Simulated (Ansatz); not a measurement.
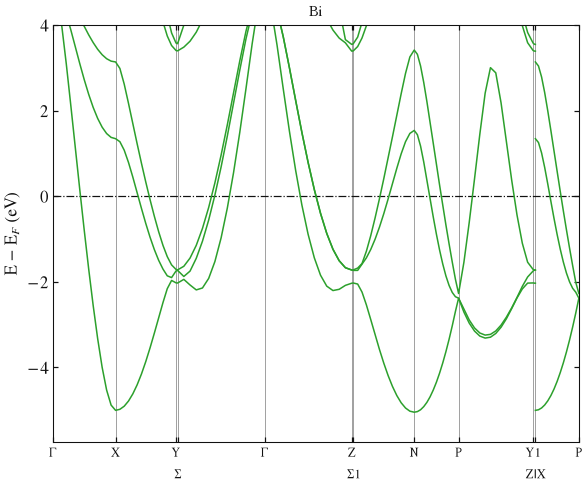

Band structure. Energies are counted from the Fermi level.

> What lattice type does the k path imply?

A body-centred tetragonal lattice: the path Γ–X–Y–Σ–Γ–Z–Σ1–N–P–Y1–Z|X–P runs through the special points of its Brillouin zone.

Calculation on Bi, space group I4/mmm (No. 139), 1 atom in the primitive cell; a = 3.963 Å, c = 4.042 Å (tetragonal axes).

Method: PBEsol, Ansatz PAW, no spin polarisation, no spin-orbit coupling, 8×8×8 k mesh, 420 eV cutoff, Fermi-Dirac smearing of 0.05 eV (Ansatz 0.2.0).

> Metal, semiconductor or insulator?

A metal: 3 bands cross the Fermi level along this path.

> On which lines of the path do bands cross the Fermi level?

Bands cross the Fermi level on Γ–X, X–Y, Σ–Γ, Γ–Z, Σ1–N, N–P, P–Y1 and X–P, and not on Y–Σ, Z–Σ1 and Y1–Z.

Spin-orbit coupling is left out, which matters for Bi. The PAW data sets were made with another functional. The k mesh is thin for a metal, so its Fermi level is uncertain. The cell is under a strain of +2 % (uniaxial). The cell is at −3 GPa in this functional. In reduced coordinates of the cell that was run, X is (0, 0, 0.5), Y is (−0.481, 0.481, 0.5), Σ is (−0.49, 0.49, 0.49), Z is (0.5, 0.5, −0.5), Σ1 is (0.49, 0.51, −0.49), N is (0, 0.5, 0), P is (0.25, 0.25, 0.25) and Y1 is (0.5, 0.5, −0.481).
